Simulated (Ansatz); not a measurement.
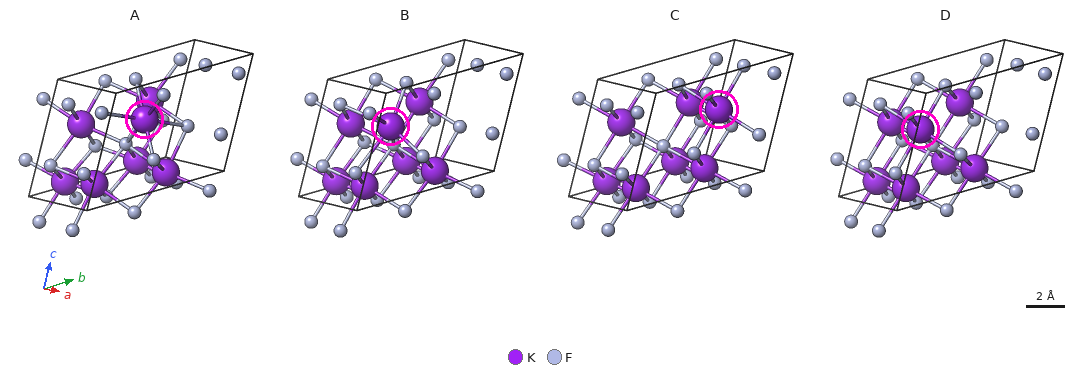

4 geometries from a converged minimum-energy path of a defect cell of composition K7F8 (cell charge −1) with a K vacancy (15 atoms in the cell), shuffled. The picture is a ball-and-stick view of the reduced simulation cell (origin moved), seen slightly off an axis. The moving atom is ringed, with any periodic copies. Lengths and directions refer to the drawn axes. Bonds to atoms that aren't drawn are left out.

Method: DFT PBE, scalar-relativistic, plane waves, PAW in Ansatz 0.2.0. Settings: plane-wave cutoff 420 eV; k-point mesh 4 × 4 × 4; Gaussian smearing 0.05 eV; 5 movable images; climbing image from the first iteration; force threshold 0.05 eV/Å; iteration limit 60.

Which frame is the top of the path?

A. In order along the path, whose images run from 0 to 6: C (image 0, 0.00 eV), A (image 3, +0.66 eV), B (image 5, +0.14 eV), D (image 6, 0.00 eV). It is a vacancy jump: a nearby atom moves into the empty site and leaves its own site empty. A K atom travels furthest, 3.83 Å from end to end, along −b, on a straight line. At the highest image its nearest neighbour (F) is 2.35 Å away, against 2.71 Å at the start, and the surrounding atoms stand up to 0.34 Å off the mean of their end positions.

Limits of the set-up: the periodic images lie only 7.7 Å apart, so the values are limited by the cell's size; the cell is charged, on a uniform background, and energies carry no finite-size correction.

The run took 23 min on 4 threads of Arm Neoverse N1, on a shared host, peak memory 3.5 GiB.
